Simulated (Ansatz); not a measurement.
Here is a crystal structure:

```
Al O
1.0
     4.59259    0.00000    0.00000
     0.00000    9.57312    0.00000
     0.00000    0.00000    2.97459
Al O
4 6
Direct
  0.91388 0.83100 0.00000
  0.08612 0.16900 0.00000
  0.41388 0.66900 0.50000
  0.58612 0.33100 0.50000
  0.23156 0.72269 0.00000
  0.50000 0.50000 0.50000
  0.26844 0.22269 0.50000
  0.73156 0.77731 0.50000
  0.76844 0.27731 0.00000
  0.00000 0.00000 0.00000
```

Say what kind of structure these coordinates give.

Formula: Al$_{2}$O$_{3}$. Space group: Pnnm (No. 58). Lattice: primitive orthorhombic. Atoms per cell: 10 (4 Al, 6 O). About every Al there are four O in a distorted tetrahedral arrangement at 1.67 to 1.79 Å. O takes two kinds of site: 4g with three Al in a distorted trigonal planar arrangement at 1.78 to 1.79 Å; 2a with two Al in a linear arrangement at 1.67 Å. The bonds build a three-dimensional framework.

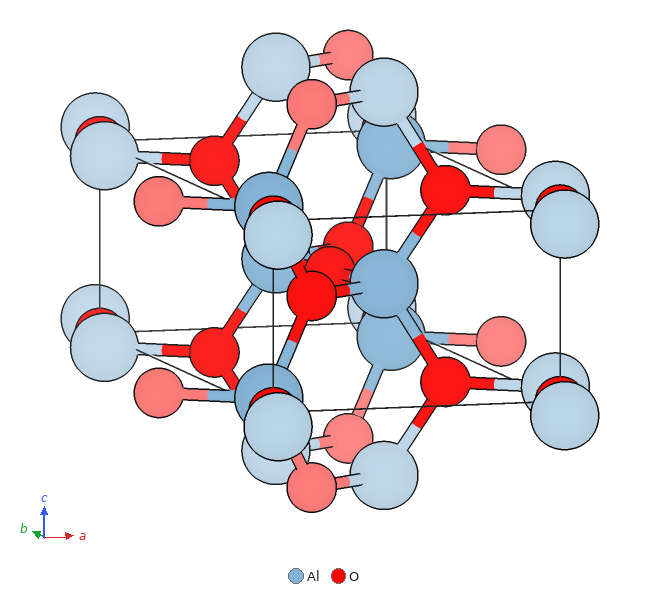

The figure gives a ball-and-stick picture of the atoms, viewed slightly off an axis. The conventional unit cell is drawn as a box. Atoms just outside the outline that bond to atoms inside are added, in fainter colours.

Provenance: a structure listed in the Materials Project. Earlier steps of the study, as a rule a relaxation of our own, may have changed the cell and positions, so they can lie some per cent off the listed ones. It went into a calculation with Ansatz.
